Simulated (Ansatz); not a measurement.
Ta2N

Input

```
crystal:
  lattice:
    - [3.0700586146, 0.0, 0.0]
    - [-1.5350293073, 2.6587487513, 0.0]
    - [0.0, 0.0, 4.8809490364]
  atoms:
    - { symbol: Ta, position: [0.3333333333, 0.6666666667, 0.2528761941] }
    - { symbol: Ta, position: [0.6666666667, 0.3333333333, 0.7471238059] }
    - { symbol: "N", position: [0.0, 0.0, 0.0] }
basis:
  ecutwfc: 420
kpoints:
  mp_grid: { grid: [18, 18, 10] }
hamiltonian:
  xc: pbesol
scf:
  occupations: { method: gaussian, width: 0.1 }
output:
  forces: true
  stress: true
  eigenvalues: true
  write_density: true
  write_potential: true
  elf: true
  volumetric_format: npy
relax:
  adjacent_minimum: "off"
  f_tol: 0.01
  max_steps: 60
  cell: { stress_tol: 0.1 }
```

Command:

```sh
ansatz run input.yaml --threads 1 --pin off --max-ram 2560MiB --backend cpu --events-out ev --progress --plain --runs-dir out
```

Below, planes, directions and counts refer to the conventional cell (a = 3.08 Å, b = 3.08 Å, c = 4.82 Å, α = 90.00°, β = 90.00°, γ = 120.00°).

The fields are those of the run's last geometry, not of the input's.

Space group P-3m1; computed without spin polarisation.

Level of theory: DFT PBEsol, scalar-relativistic, plane waves, PAW in Ansatz.

What will maps of the valence pseudo-density and electron localisation function show?

Answer. Ta–N (2.16 Å): ρ is about 0.62 e/Å³ halfway; the ELF peaks at about 0.80 in the valence shell of N, 0.6 Å from its nucleus, and drops to about 0.20 between the two atoms; no shared electron pair shows on this line.
Ta–Ta (2.97 Å): ρ is about 0.28 e/Å³ halfway; the ELF is about 0.35 at the midpoint.
Ta–Ta (3.03 Å): ρ is about 0.26 e/Å³ halfway; the ELF is about 0.20 at the midpoint (no localised pair shows between them).
The ELF has a maximum of about 0.75 in the space between the atoms, 1.8 Å from four Ta atoms, on no atom or two-centre bond.

Does the calculation give a band gap?

Answer. It is metallic or semimetallic at this level of theory: no gap opens; semilocal functionals without U, or without the true magnetic order, often close the gap of such compounds.

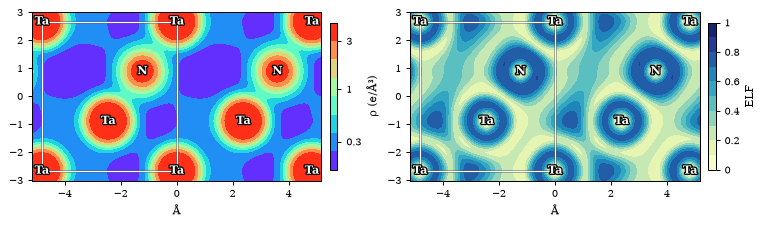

Computed valence pseudo-density and electron localisation function on the (110) plane of the conventional cell, in this order. 
